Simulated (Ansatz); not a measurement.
# Formation energy and levels of the substitutional impurity Ru_Al in AlN (P6_3mc), part 2 of 2

Aim: at which Fermi levels does Ru_Al in AlN (P6_3mc) change its charge? The model is a cell of 72 host atoms with 1 Al taken out and 1 Ru put in.

Ansatz; place-levels on r2SCAN runs: charge-transition levels and formation energies with image-charge correction and potential alignment at the atomic sites; PAW set soft_1.

So far: The structure; The runs of each charge state.

## (3) place-levels, r2SCAN

A charged cell interacts with its images and the background, and its potential has another zero than the host's. place-levels removes the first by a point-charge model, screened by the static dielectric constant since the ions have relaxed around the charge, and the second by comparing potentials at atoms far from the defect.

The host is a run of the defect-free crystal in the same cutoffs, grids and k-points, so that basis and sampling errors cancel in part in the differences. The host is run in a cell of 8 atoms on a matching mesh. Its band edges are searched through the zone by a band path, so the gap is smaller than, or equal to, that on the mesh. Chemical potentials are energies per atom of Al (fcc) and Ru (hcp), run with the same functional and cutoff.

levels.point.yaml

```yaml
host:
  run: host.point.run
states: [qm1.point.run, qm1_M4.point.run, qm1_M2.point.run, q0_M1.point.run, q0_M5.point.run, q0_M3.point.run, qp1.point.run, qp1_M4.point.run, qp1_M2.point.run, qp2_M1.point.run, qp2_M3.point.run]
geometry_from:
  qm1.point.run: qm1.relax.run
  qm1_M4.point.run: qm1_M4.relax.run
  qm1_M2.point.run: qm1_M2.relax.run
  q0_M1.point.run: q0_M1.relax.run
  q0_M5.point.run: q0_M5.relax.run
  q0_M3.point.run: q0_M3.relax.run
  qp1.point.run: qp1.relax.run
  qp1_M4.point.run: qp1_M4.relax.run
  qp1_M2.point.run: qp1_M2.relax.run
  qp2_M1.point.run: qp2_M1.relax.run
  qp2_M3.point.run: qp2_M3.relax.run
  host.point.run: host.relax.run
chemical_potentials:
  Al:
    energy: -540.418346
    dataset: <sha256 of the dataset>
  Ru:
    energy: -5890.744868
    dataset: "<sha256 of the dataset>"
epsilon: [4.49, 4.49, 4.72]
static_epsilon: [8.15, 8.15, 9.65]
vertical:
  - { from: qm1.point.run, to: qm1.point_neutral.run }
  - { from: qm1_M4.point.run, to: qm1_M4.point_neutral.run }
  - { from: qm1_M2.point.run, to: qm1_M2.point_neutral.run }
  - { from: qp1.point.run, to: qp1.point_neutral.run }
  - { from: qp1_M4.point.run, to: qp1_M4.point_neutral.run }
  - { from: qp1_M2.point.run, to: qp1_M2.point_neutral.run }
  - { from: qp2_M1.point.run, to: qp2_M1.point_neutral.run }
  - { from: qp2_M3.point.run, to: qp2_M3.point_neutral.run }
```

Launch:

```console
ansatz place-levels levels.point.yaml -- --threads 4 --pin off --max-ram 15073MiB
```

What it wrote:

```text
[... repeated set-up lines and file paths are left out, and long positions are rounded to six places ...]
(+2/+1) 0.450 eV above the valence edge, 4.428 eV under the conduction edge
(+1/0) 2.351 eV above the valence edge, 2.527 eV under the conduction edge
(0/-1) 3.125 eV above the valence edge, 1.752 eV under the conduction edge
formation energy of charge +2: +4.117 eV with the Fermi level at the valence edge
formation energy of charge +1: +4.566 eV with the Fermi level at the valence edge
formation energy of charge 0: +6.917 eV with the Fermi level at the valence edge
formation energy of charge -1: +10.043 eV with the Fermi level at the valence edge
vertical -1 to 0: no energy, since no alignment is typed
  the change from vertical[0].from (qm1.point.run) to vertical[0].to (qm1.point_neutral.run): by its potential at epsilon [4.49, 4.49, 4.72] it stands at 0.466 0.548 0.472, with an rms radius of about 1.6 Å (1.1 1.2 0.0 Å across the planes of the cell's [...]
vertical -1 to 0: no energy, since no alignment is typed
  the change from vertical[1].from (qm1_M4.point.run) to vertical[1].to (qm1_M4.point_neutral.run): by its potential at epsilon [4.49, 4.49, 4.72] it stands at 0.458 0.529 0.485, with an rms radius of about 2.1 Å (1.0 1.4 1.3 Å across the planes of the cell's [...]
vertical -1 to 0: no energy, since no alignment is typed
  the change from vertical[2].from (qm1_M2.point.run) to vertical[2].to (qm1_M2.point_neutral.run): by its potential at epsilon [4.49, 4.49, 4.72] it stands at 0.473 0.541 0.473, with an rms radius of about 1.6 Å (1.3 1.0 0.2 Å across the planes of the cell's [...]
vertical +1 to 0: no energy, since no alignment is typed
  the change from vertical[3].from (qp1.point.run) to vertical[3].to (qp1.point_neutral.run): by its potential at epsilon [4.49, 4.49, 4.72] it stands at 0.455 0.521 0.476, with an rms radius of about 1.6 Å (1.0 1.3 0.1 Å across the planes of the cell's [...]
vertical +1 to 0: no energy, since no alignment is typed
  the change from vertical[4].from (qp1_M4.point.run) to vertical[4].to (qp1_M4.point_neutral.run): by its potential at epsilon [4.49, 4.49, 4.72] it stands at 0.465 0.549 0.512, with an rms radius of about 1.3 Å (0.8 0.0 1.1 Å across the planes of the cell's [...]
vertical +1 to 0: no energy, since no alignment is typed
  the change from vertical[5].from (qp1_M2.point.run) to vertical[5].to (qp1_M2.point_neutral.run): by its potential at epsilon [4.49, 4.49, 4.72] it stands at 0.457 0.544 0.478, with an rms radius of about 1.7 Å (1.0 1.0 0.8 Å across the planes of the cell's [...]
vertical +2 to 0: no energy, since no alignment is typed
  the change from vertical[6].from (qp2_M1.point.run) to vertical[6].to (qp2_M1.point_neutral.run): by its potential at epsilon [4.49, 4.49, 4.72] it stands at 0.465 0.533 0.483, with an rms radius of about 1.6 Å (1.0 1.0 0.7 Å across the planes of the cell's [...]
vertical +2 to 0: no energy, since no alignment is typed
  the change from vertical[7].from (qp2_M3.point.run) to vertical[7].to (qp2_M3.point_neutral.run): by its potential at epsilon [4.49, 4.49, 4.72] it stands at 0.466 0.534 0.494, with an rms radius of about 1.6 Å (1.0 1.0 0.9 Å across the planes of the cell's [...]
  edges by r2scan, gap 4.878 eV; the host is sampled to repeats of 18.64 Å
  the defect's cells are sampled to repeats of 18.64 Å, like sampling
  charge +2: -38785.5579 eV with its correction of +1.541 eV, at epsilon [8.15, 8.15, 9.65], aligned at sites: +0.2448 eV, mean over 33 atomic sites at or beyond 4.66 Å from the host's site at [0.4444, 0.5556, 0.4997] by the defect at [0.4444, 0.5556, [...]
  charge +1: -38778.1902 eV with its correction of +0.513 eV, at epsilon [8.15, 8.15, 9.65], aligned at sites: +0.2499 eV, mean over 33 atomic sites at or beyond 4.66 Å from the host's site at [0.4444, 0.5556, 0.4997] by the defect at [0.4444, 0.5556, [...]
  charge 0: +0.000 eV for its dipole among its images, +0.000 omitted
  charge -1: -38758.8777 eV with its correction of -0.023 eV, at epsilon [8.15, 8.15, 9.65], aligned at sites: +0.2862 eV, mean over 33 atomic sites at or beyond 4.66 Å from the host's site at [0.4444, 0.5556, 0.4997] by the defect at [0.4444, 0.5556, [...]
  charge +2: states[10] (qp2_M3.point.run) stands 0.755 eV higher, with a moment of 3.00 μB against 1.00
  charge +1: states[8] (qp1_M2.point.run) stands 0.791 eV higher, with a moment of 2.00 μB against 0.00
  charge +1: states[7] (qp1_M4.point.run) stands 1.181 eV higher, with a moment of 4.00 μB against 0.00
  charge 0: states[5] (q0_M3.point.run) stands 0.404 eV higher, with a moment of 3.00 μB against 1.00
  charge 0: states[4] (q0_M5.point.run) stands 0.422 eV higher, with a moment of 5.00 μB against 1.00
  charge -1: states[2] (qm1_M2.point.run) stands 0.007 eV higher, with a moment of 2.00 μB against 4.00
  charge -1: states[0] (qm1.point.run) stands 0.587 eV higher, with a moment of 0.00 μB against 4.00
  of states[9] (qp2_M1.point.run): it parts from the run that its charge is read beside by 2 carriers, of which the mean alone is read, by its potential at epsilon [4.49, 4.49, 4.72], taken for that of held ions (one typed too small widens it): that is [...]
  of states[3] (q0_M1.point.run): stability_check_not_made
  of states[1] (qm1_M4.point.run): stability_check_not_made
  of states[10] (qp2_M3.point.run): it parts from the run that its charge is read beside by 2 carriers, of which the mean alone is read, by its potential at epsilon [4.49, 4.49, 4.72], taken for that of held ions (one typed too small widens it): that is [...]
  of states[8] (qp1_M2.point.run): its displacements don't fall off away from the defect: farther atoms stand 0.011 Å off the host's places. [...]
  of states[7] (qp1_M4.point.run): stability_check_not_made
  of states[5] (q0_M3.point.run): stability_check_not_made
  of states[4] (q0_M5.point.run): stability_check_not_made
  of states[2] (qm1_M2.point.run): stability_check_not_made
  of vertical[0].to (qm1.point_neutral.run): stability_check_not_made
  of vertical[1].from (qm1_M4.point.run): stability_check_not_made
  of vertical[1].to (qm1_M4.point_neutral.run): stability_check_not_made
  of vertical[2].from (qm1_M2.point.run): stability_check_not_made
  of vertical[2].to (qm1_M2.point_neutral.run): stability_check_not_made
  of vertical[3].to (qp1.point_neutral.run): stability_check_not_made
  of vertical[4].from (qp1_M4.point.run): stability_check_not_made
  of vertical[4].to (qp1_M4.point_neutral.run): stability_check_not_made
  of vertical[5].from (qp1_M2.point.run): its displacements don't fall off away from the defect: farther atoms stand 0.011 Å off the host's places. [...]
  of vertical[5].to (qp1_M2.point_neutral.run): its displacements don't fall off away from the defect: farther atoms stand 0.011 Å off the host's places. [...]
  of vertical[6].from (qp2_M1.point.run): its displacements don't fall off away from the defect: farther atoms stand 0.011 Å off the host's places. [...]
  of vertical[6].to (qp2_M1.point_neutral.run): its displacements don't fall off away from the defect: farther atoms stand 0.011 Å off the host's places. [...]
  of vertical[7].from (qp2_M3.point.run): its displacements don't fall off away from the defect: farther atoms stand 0.011 Å off the host's places. [...]
  of vertical[7].to (qp2_M3.point_neutral.run): its displacements don't fall off away from the defect: farther atoms stand 0.011 Å off the host's places. [...]
```

The job ended after 1.3 s (4 threads of Arm Neoverse V1, shared host).

Levels between the charges placed, in eV above the valence top:

```
        gap (eV)  (+2/+1)  (+1/0)  (0/−1)
r2SCAN      4.88     0.45    2.35    3.13
```

Corrections by state:

```
charge  moment (μB)  image terms and alignment (eV)  band filling (eV)                               ε used  over the lowest of its charge, as the program ranks them, band filling apart (eV)
    +2          1.0                           1.541                  -  principal values (8.15, 8.15, 9.65)                                                                              0.000
    +1          0.0                           0.513                  -  principal values (8.15, 8.15, 9.65)                                                                              0.000
     0          1.0                           0.000                  -                                    -                                                                              0.000
    −1          4.0                          -0.023                  -  principal values (8.15, 8.15, 9.65)                                                                              0.000
    +2          3.0                           1.553                  -  principal values (8.15, 8.15, 9.65)                                                                              0.755
    +1          2.0                           0.521                  -  principal values (8.15, 8.15, 9.65)                                                                              0.791
    +1          4.0                           0.536                  -  principal values (8.15, 8.15, 9.65)                                                                              1.181
     0          3.0                           0.000                  -                                    -                                                                              0.404
     0          5.0                           0.000                  -                                    -                                                                              0.422
    −1          2.0                          -0.007                  -  principal values (8.15, 8.15, 9.65)                                                                              0.007
    −1          0.0                          -0.003                  -  principal values (8.15, 8.15, 9.65)                                                                              0.587
```

The charged structures listed were also run neutral, and place-levels reads from each pair, by the potential or the spins, how wide the charge is by which they differ; that can be the carrier of either run.

```
charge  rms radius (Å)  spread where it is widest against the cell (Å)  wide from (Å)  reading
    +2             1.6                                            1.02           1.40   narrow
    +1             1.6                                            1.27           1.40   narrow
    −1             2.1                                            1.38           1.40   narrow
```

The neutral runs of these pairs need not share the spin of the lowest neutral state, and very wide values only mean spread over the cell.

From the program's caveats on the states, each cut to its opening words:

- charge +2 (1 μB), +2 (3 μB): it parts from the run that its charge is read beside by 2 carriers, of which the mean alone is read, by its potential at epsilon [4.49, 4.49, 4.72], taken for [...]
- charge +2 (1 μB): its alignment with the host at atomic sites is doubtful: the mean over the far sites moves by -0.0606 eV from their farther parts to their nearer, more than [...]
- charge +2 (1 μB), +2 (3 μB), +1 (2 μB): its displacements don't fall off away from the defect: farther atoms stand 0.011 Å off the host's places
- charge +2 (1 μB), 0 (1 μB), −1 (4 μB), +2 (3 μB), +1 (2 μB), +1 (4 μB), 0 (3 μB), 0 (5 μB), −1 (2 μB): flagged: stability check not made
- charge +2 (3 μB): its moments are held at its close (magnetization.spin_locking), by a field of 0.084 eV a Bohr magneton, and its energy and levels are of the state that this [...]
- charge +1 (2 μB): its moments are held at its close (magnetization.spin_locking), by a field of 0.018 eV a Bohr magneton, and its energy and levels are of the state that this [...]

The host's formation energy from the elements is -1.627 eV per atom; it sets how far the chemical potentials can move.

Limit set by the element alone; other compounds of these elements are not counted. Chemical potentials from the elements' reference states: Al 0.00 eV, N -3.25 eV, Ru 0.00 eV. Formation energy by charge state (Al-rich; gap 4.88 eV):

```
charge  at valence top (eV)  at conduction bottom (eV)  correction included (eV)
    +2                 4.12                      13.87                      1.54
    +1                 4.57                       9.44                      0.51
     0                 6.92                       6.92                      0.00
    −1                10.04                       5.16                     -0.02
```

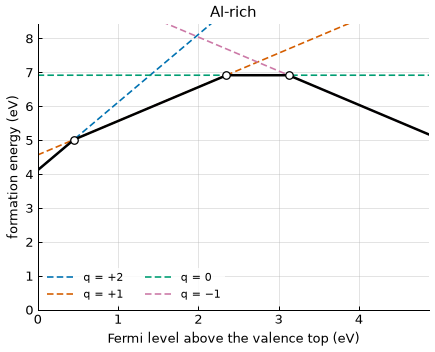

Formation energy against Fermi level; the thick line follows the lowest charge state and circles mark the transition levels.

Limit set by the element alone; other compounds of these elements are not counted. Chemical potentials from the elements' reference states: N 0.00 eV, Al -3.25 eV, Ru 0.00 eV. Formation energy by charge state (N-rich; gap 4.88 eV):

```
charge  at valence top (eV)  at conduction bottom (eV)  correction included (eV)
    +2                 0.86                      10.62                      1.54
    +1                 1.31                       6.19                      0.51
     0                 3.66                       3.66                      0.00
    −1                 6.79                       1.91                     -0.02
```

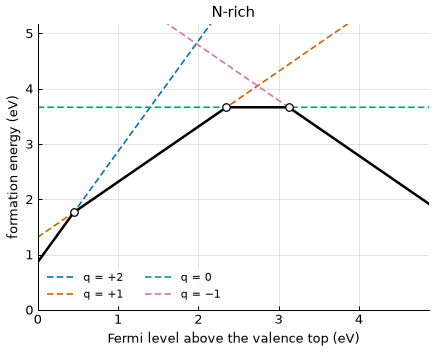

Formation energy against Fermi level; the thick line follows the lowest charge state and circles mark the transition levels.

## (4) The same at the relaxations' own k-points

The relaxations' own energies give the levels at their sampling, for comparison.

levels.relax_mesh.yaml

```yaml
host:
  run: host.relax.run
states: [qm1.relax.run, qm1_M4.relax.run, qm1_M2.relax.run, q0_M1.relax.run, q0_M5.relax.run, q0_M3.relax.run, qp1.relax.run, qp1_M4.relax.run, qp1_M2.relax.run, qp2_M1.relax.run, qp2_M3.relax.run]
chemical_potentials:
  Al:
    energy: -540.418346
    dataset: <sha256 of the dataset>
  Ru:
    energy: -5890.744868
    dataset: "<sha256 of the dataset>"
```

Launch:

```console
ansatz place-levels levels.relax_mesh.yaml -- --threads 4 --pin off --max-ram 15073MiB
```

What it wrote:

```text
(+2/+1) 0.495 eV above the valence edge, 4.391 eV under the conduction edge
(+1/0) 2.253 eV above the valence edge, 2.633 eV under the conduction edge
(0/-1) 3.132 eV above the valence edge, 1.754 eV under the conduction edge
formation energy of charge +2: +4.254 eV with the Fermi level at the valence edge
formation energy of charge +1: +4.749 eV with the Fermi level at the valence edge
formation energy of charge 0: +7.002 eV with the Fermi level at the valence edge
formation energy of charge -1: +10.134 eV with the Fermi level at the valence edge
  edges by r2scan, gap 4.886 eV; the host is sampled to repeats of 13.64 Å
[... the lines on each state left out ...]
```

Run time: 0.36 s. Hardware: 4 threads.

Levels between neighbouring charges, in eV above the valence top:

```
                        gap (eV)  (+2/+1)  (+1/0)  (0/−1)
one point at (¼, ¼, ¼)      4.89     0.50    2.25    3.13
  a 2×2×2 shifted mesh      4.88     0.45    2.35    3.13
```

Going from one point at (¼, ¼, ¼) to a 2×2×2 shifted mesh moves the levels that carry no band-filling term by up to 0.10 eV and formation energies against the elements by up to 0.18 eV.

## (5) Summary of results

| Item | Value |
| --- | --- |
| gap of the host | 4.88 eV (r2SCAN) |
| level (plus 2/plus 1) | 0.45 eV above the valence top |
| level (plus 1/0) | 2.35 eV above the valence top |
| level (0/minus 1) | 3.13 eV above the valence top |
| lowest of the charges placed, just above the valence top (0.02 eV) | +2 |
| lowest of the charges placed, just below the conduction bottom (0.02 eV) | −1 |
| lowest formation energy at mid-gap of the charges run, Al-rich | 6.92 eV |
| lowest formation energy at mid-gap of the charges run, N-rich | 3.66 eV |

In words: Of the charges placed (−1, 0, +1 and +2), the lowest changes at 0.45 eV (+2/+1), 2.35 eV (+1/0) and 3.13 eV (0/−1) above the valence top, in a gap of 4.88 eV. (+2/+1) lies nearer to a band edge than the share of the finite-size correction in it (1.03 eV), and that correction holds for a localised charge alone. Charges above +2 and below −1 were not placed, so these runs say nothing of levels that involve them. States placed: +2 at 1 μB and 3 μB; +1 at 0 μB, 2 μB and 4 μB; 0 at 1 μB, 3 μB and 5 μB; −1 at 4 μB, 2 μB and 0 μB. Other spin states or structures, where not listed, weren't placed. Corrections reach 1.6 eV, so the cell is small for these charges and their levels are rough. Ru is taken at its element; compounds, which aren't counted here, bound the chemical potentials and would shift these formation energies. Going from one point at (¼, ¼, ¼) to a 2×2×2 shifted mesh moves the levels that carry no band-filling term by up to 0.10 eV and formation energies against the elements by up to 0.18 eV. The program doubts the alignment of potentials for at least one state, a sign that the cell is small. Keep in mind: r2SCAN makes the gap too small and tends to spread out bound carriers; where a gas molecule sets a chemical potential or the host's formation energy, its binding is uncorrected; spin–orbit coupling, which can matter with heavy atoms, is left out; force components of up to 0.27 eV/Å remain in a run at the final settings.

[Logs are printed without paths, hosts, clocks, repeated set-up lines and the standing remarks that a program may print on its own settings, such as how far it seeks lower states.]

[Hosts, paths, dates, database ids (printed as entryN), source tags and the programs' standing remarks are cut or masked in the printed files.]

[Where a table of states has a column of steps, it counts the stored structures, which are thinned; the runs took as many ionic steps or more.]

[A defect's name tells the site on which it was built; relaxed atoms can leave that site.]

[For some hosts the program warned that the k-mesh of the response run may be too coarse for force constants and the static dielectric constant; such warnings are not shown here.]
